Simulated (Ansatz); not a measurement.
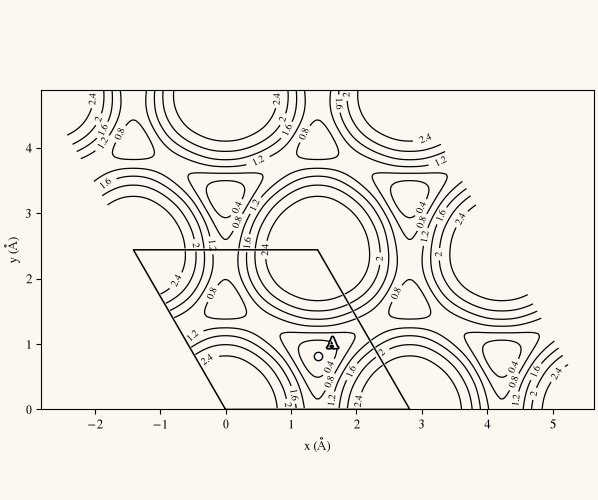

O on an Al(111) slab cut from the Fm-3m phase, its upper half relaxed before the scan (12 atoms of substrate and one adsorbate in a 2 × 2 cell). O is moved over the surface cell; relaxed at each place: the height of the adsorbate's atoms; substrate rigid; the origin of the map has the adsorbate above Al9. Places are given modulo a cell vector. The map is drawn in real space over the plane of the surface. The grid has 6 × 6 points; 10 points were computed and 26 follow by symmetry. Places are given in fractions of the 1 × 1 surface cell. Energies: eV, counted from the lowest grid point. The calculation used Ansatz 0.2.0, DFT LDA, scalar-relativistic, plane waves, PAW. Settings: cutoff 420 eV, k-mesh 6×6×1, gaussian smearing 0.1 eV, no spin polarisation.

In the figure: contour lines labelled in eV (none above 2.4), the outline of one cell of the 2 × 2 shown, the point A. Between grid points the surface is interpolated.

Q: Find the lowest pass out of the well at A.

A: The easiest path leads from the well at a threefold hollow over a third-layer Al atom, (4/6, 2/6) of the cell vectors to the well at a threefold hollow over a second-layer Al atom, (2/6, 4/6) of the cell vectors, about 0.48 eV higher. Its highest point lies about 0.93 eV above the bottom of the first well on the interpolated surface, at about (0.08, 0.54) of the cell vectors. Seen from the upper well the barrier is about 0.45 eV. This is the barrier on the constrained surface; relaxing the other coordinates would change it.

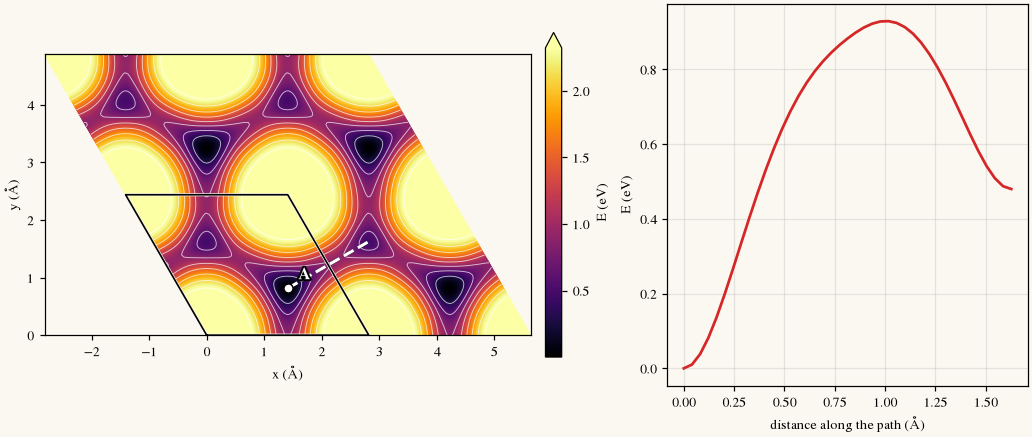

The picture shows a smooth colour map with a few white contour lines, a line along the lowest path, the outline of one cell of the 2 × 2 shown, one colour for all values above the top of the scale, the energy along the path at the right. Between grid points the surface is interpolated.
